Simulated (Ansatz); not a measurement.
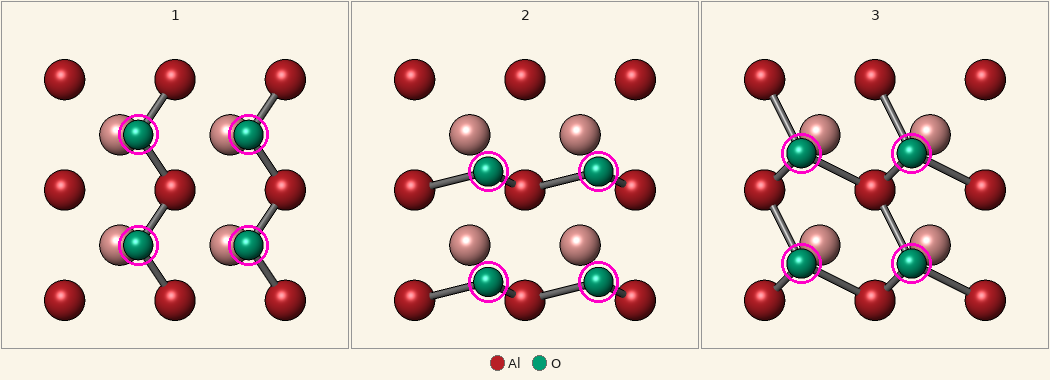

O on an Al(100) slab cut from the Fm-3m phase, its upper half relaxed before the scan (3 atoms of substrate and one adsorbate in a 1 × 1 cell). O is moved over the surface cell; relaxed at each place: the height of the adsorbate's atoms; substrate rigid; the origin of the map has the adsorbate above Al3. Places are given modulo a cell vector. The map is drawn in real space over the plane of the surface. The grid has 6 × 6 points; 10 points were computed and 26 follow by symmetry. Energies: eV, counted from the lowest grid point. With one adsorbate in each 1 × 1 cell, its nearest image is 2.9 Å away, so neighbouring adsorbates interact. Level of theory: DFT PBE, scalar-relativistic, plane waves, PAW in Ansatz 0.2.0. Settings: cutoff 420 eV, k-mesh 9×9×1, gaussian smearing 0.1 eV, no spin polarisation.

The numbered pictures are structures from this grid. Rings mark the moved atoms.

**Rank them by energy, lowest first.**

1, at (4/6, 3/6) of the cell vectors [nearest 2 Al at 1.84 Å]: 0.00 eV; 3, at (2/6, 2/6) of the cell vectors [nearest 1 Al at 1.62 Å]: 0.79 eV; 2, at (4/6, 1/6) of the cell vectors [nearest 1 Al at 1.60 Å]: 1.72 eV.

The map, with the structures marked:

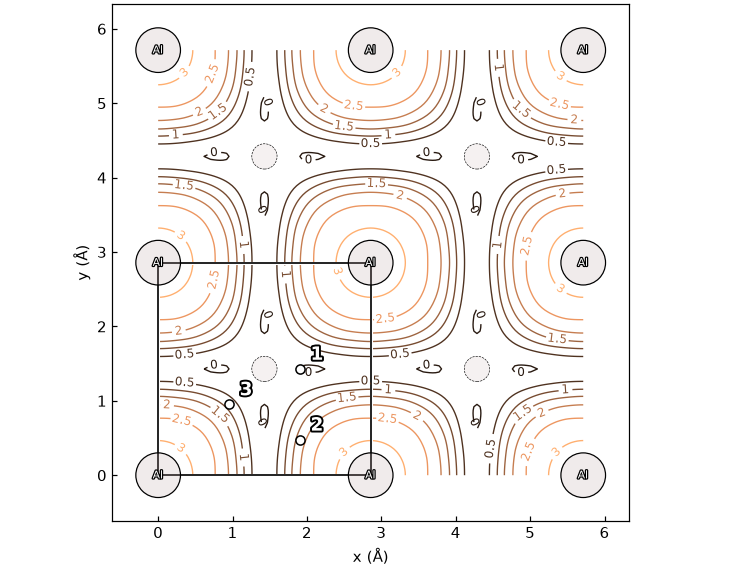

Drawn: contour lines labelled in eV, labelled circles for the atoms of the top layer and small ones for the second layer, the outline of one cell of the 2 × 2 shown. Between grid points the surface is interpolated.

PAW datasets: the set soft_1.
